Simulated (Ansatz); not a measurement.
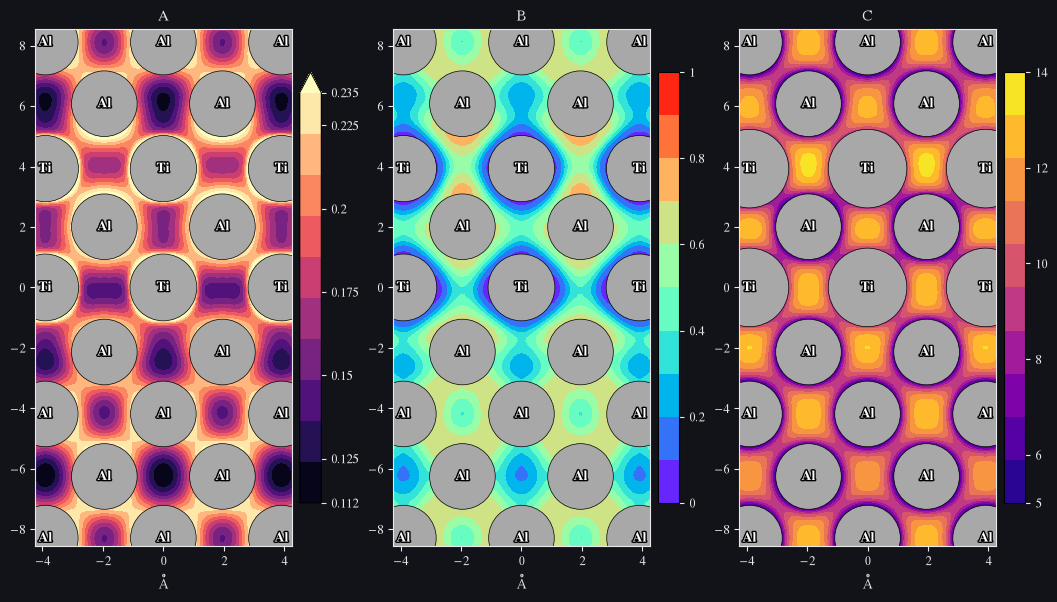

Ti5Al11: 3 fields on the (100) plane of the conventional cell, with unlabelled colour scales. Grey discs cover the atomic cores.

Space group P4mm; a structure from a database of computed crystals, not necessarily the ambient phase; computed without spin polarisation.

The calculation used DFT PBEsol, scalar-relativistic, plane waves, PAW in Ansatz.

Q: Which field does each panel show? The fields are: electron localisation function, electrostatic potential energy of an electron and valence pseudo-density.

A: Panel A: valence pseudo-density. Panel B: electron localisation function. Panel C: electrostatic potential energy of an electron (low next to the atoms, rising into the space between them). From the grid: Ti–Al (2.74 Å): ρ at the midpoint is about 0.22 e/Å³; the ELF is about 0.30 at the midpoint. Ti–Al (2.80 Å): ρ at the midpoint is about 0.21 e/Å³; the ELF is about 0.35 at the midpoint.
